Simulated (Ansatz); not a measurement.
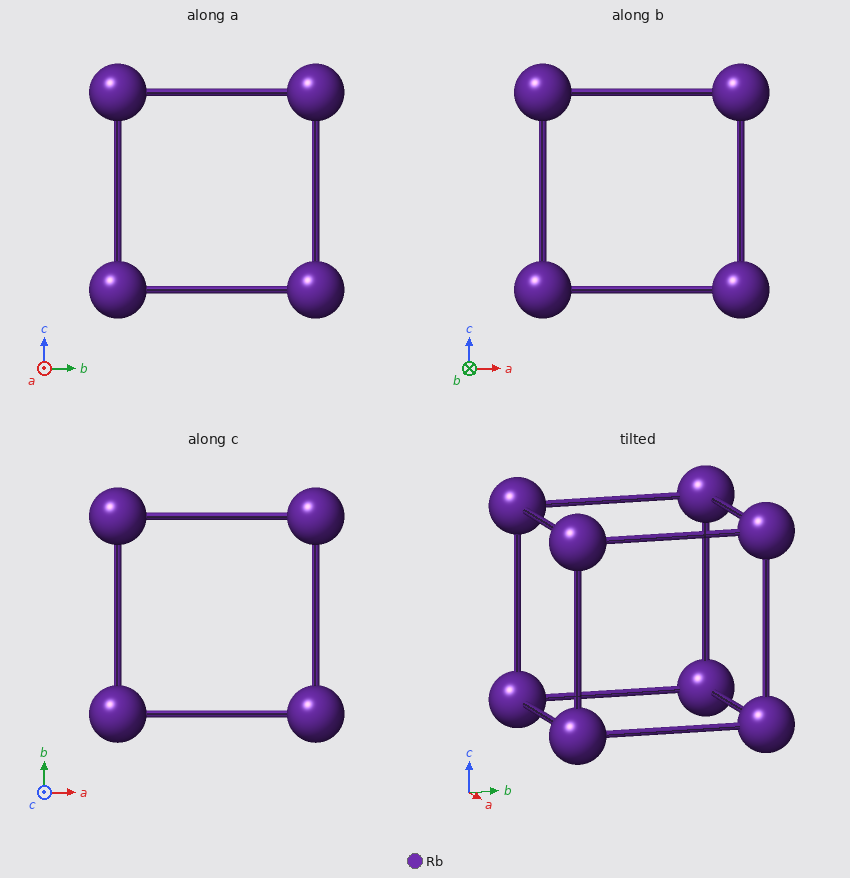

Structure drawing (ball-and-stick), viewed along the a axis, along the b axis, along the c axis and slightly off an axis. The unit cell is drawn as a box.

Lattice parameters: a = 4.627 Å, b = 4.623 Å, c = 4.615 Å, α = 90.00°, β = 90.00°, γ = 90.00°. Put a along x and b in the xy plane.

**Give the atomic positions as a POSCAR file.**

```
Rb
1.0
     4.627    0.000    0.000
     0.000    4.623    0.000
     0.000    0.000    4.615
Rb
1
Direct
  0.0000 0.0000 0.0000
```

The structure was taken from a random cell made by a generator, so it need not be a real form of the element. Earlier steps of the study may have refined or changed the cell and positions. Ansatz was used for an electronic-structure calculation on it.
